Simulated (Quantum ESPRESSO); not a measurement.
# A series of single points on MoS2

System: MoS2 (P-3m1, 3 atoms in the cell).
Method: Kohn-Sham DFT of a periodic cell, LDA, PseudoDojo 0.4.1 SR LDA standard, no spin polarisation (Quantum ESPRESSO 7.5).

The 7 runs differ only in the geometry, by an even scaling of the cell at fixed fractional positions. The structure derives from a Materials Project entry.

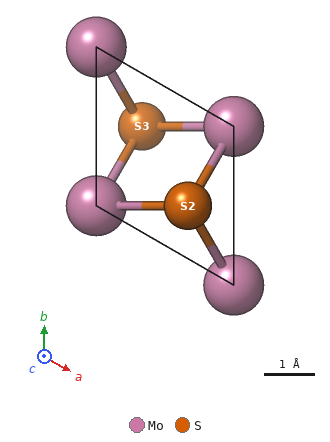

Figure 1. The structure of run 4 (ball-and-stick view of the cell of the calculation, along the c axis; atoms are numbered from 1 in the order of the input).

### Input of run 4
```
&CONTROL
  calculation = 'scf'
  prefix = 'pwscf'
  outdir = './tmp'
  pseudo_dir = './pseudo'
  tprnfor = .true.
  tstress = .true.
  disk_io = 'nowf'
/
&SYSTEM
  ibrav = 0
  nat = 3
  ntyp = 2
  ecutwfc = 80
  nbnd = 20
  occupations = 'smearing'
  smearing = 'fd'
  degauss = 0.00367493
/
&ELECTRONS
  conv_thr = 6d-10
  electron_maxstep = 120
  mixing_beta = 0.5
/
ATOMIC_SPECIES
Mo    95.9500 Mo.upf
S     32.0600 S.upf
CELL_PARAMETERS angstrom
   3.2274645616    0.0000000000    0.0000000000
  -1.6137322808    2.7950663001    0.0000000000
   0.0000000000    0.0000000000    6.3124734200
ATOMIC_POSITIONS crystal
Mo     0.0000000000    0.0000000000    0.5000000000
S      0.6666666667    0.3333333333    0.7446806800
S      0.3333333333    0.6666666667    0.2553193200
K_POINTS automatic
9 9 4 0 0 0
```

Command:
```bash
OMP_NUM_THREADS=1 pw.x -in pw.in > pw.out
```

Run 2 differs from it as follows:
```diff
-   3.2274645616    0.0000000000    0.0000000000
-  -1.6137322808    2.7950663001    0.0000000000
-   0.0000000000    0.0000000000    6.3124734200
+   3.1838448285    0.0000000000    0.0000000000
+  -1.5919224143    2.7572905031    0.0000000000
+   0.0000000000    0.0000000000    6.2271592669
```

### Results, with one run withheld

| run | volume per atom (Å³) | free energy per atom, from the lowest run given (meV) | pressure (GPa) |
| --- | --- | --- | --- |
| 1 | 17.843 | 0.00 | 2.85 |
| 2 | 18.222 | ? | ? |
| 3 | 18.602 | 1.58 | −3.31 |
| 4 | 18.982 | 12.54 | −5.91 |
| 5 | 19.361 | 29.31 | −8.23 |
| 6 | 19.741 | 51.29 | −10.30 |
| 7 | 20.120 | 77.89 | −12.15 |

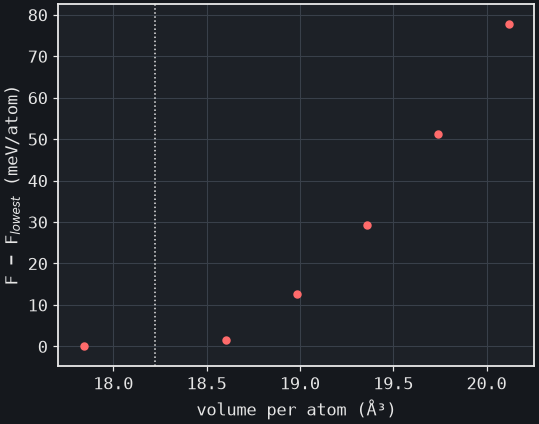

Figure 2. Free energy per atom of the runs given; the dotted line marks run 2.

What should run 2 give?

A cubic polynomial in V^(−2/3) (the Birch–Murnaghan form), fitted to the 6 runs given, misses them by at most 0.01 meV per atom. With x = V^(−2/3) − 0.14003 Å⁻², it reads F = 16.509 − 8357 x + 8.9298e+05 x² + 1.2831e+06 x³ (meV per atom). At run 2 it gives −2.86 meV per atom, and the run itself gives −2.86. The slope of the fit gives a pressure −dF/dV of −0.39 GPa there, and the run prints −0.40 GPa. The fit has its minimum at 18.175 Å³ per atom, where V d²F/dV² gives 149 GPa. Cell shape and fractional positions are held, so this is the stiffness under even scaling; the relaxed bulk modulus wasn't computed and can be far lower in a crystal of layers, chains or molecules like this one.

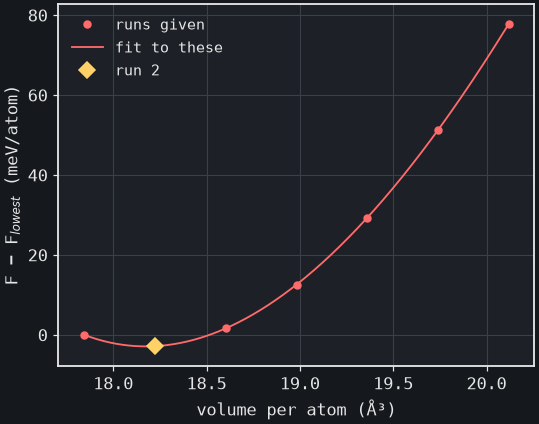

Figure 3. The fit and the withheld run.

### Some lines of the output (run 2)
```
[...]
     number of k points=    43  Fermi-Dirac smearing, width (Ry)=  0.0037
     total energy              =    -184.93208982 Ry
     total energy              =    -184.82228101 Ry
     total energy              =    -185.12299106 Ry
     total energy              =    -185.12621846 Ry
     total energy              =    -185.12670038 Ry
     total energy              =    -185.12679121 Ry
     total energy              =    -185.12679403 Ry
     total energy              =    -185.12679407 Ry
     the Fermi energy is    10.6099 ev
!    total energy              =    -185.12679407 Ry
     The total energy is F=E-TS. E is the sum of the following terms:
     Computing stress (Cartesian axis) and pressure
          total   stress  (Ry/bohr**3)                   (kbar)     P=       -4.04
```
